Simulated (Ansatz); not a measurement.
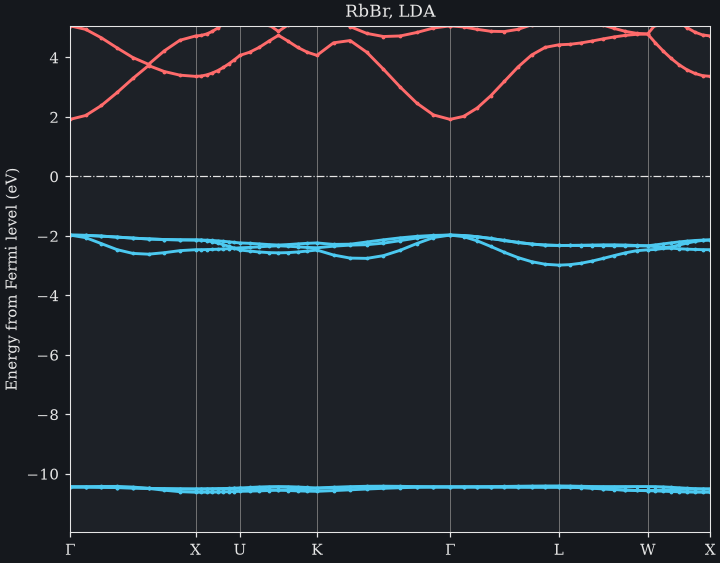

Write a caption that states what the plot shows.

Band structure of RbBr, space group Fm-3m (No. 225), 2 atoms in the cell. Level of theory: DFT, LDA, all-electron PAW with datasets made for the crystal, scalar-relativistic, no spin polarisation, 6×6×6 k mesh, 200 eV cutoff, Fermi-Dirac smearing of 0.03 eV; code Ansatz 0.2.0. Energies are counted from the Fermi level. The path runs straight from each named point to the next.

The bands leave a gap. The gap along this path is 3.89 eV and direct: both edges lie at Γ. Three bands meet at the valence-band top at Γ: it is triply degenerate (spin aside). The top valence band spans 0.4 eV and the lowest conduction band 2.9 eV. The direct gaps are 5.50 eV at X, 6.31 eV at U and 3.89 eV at Γ.
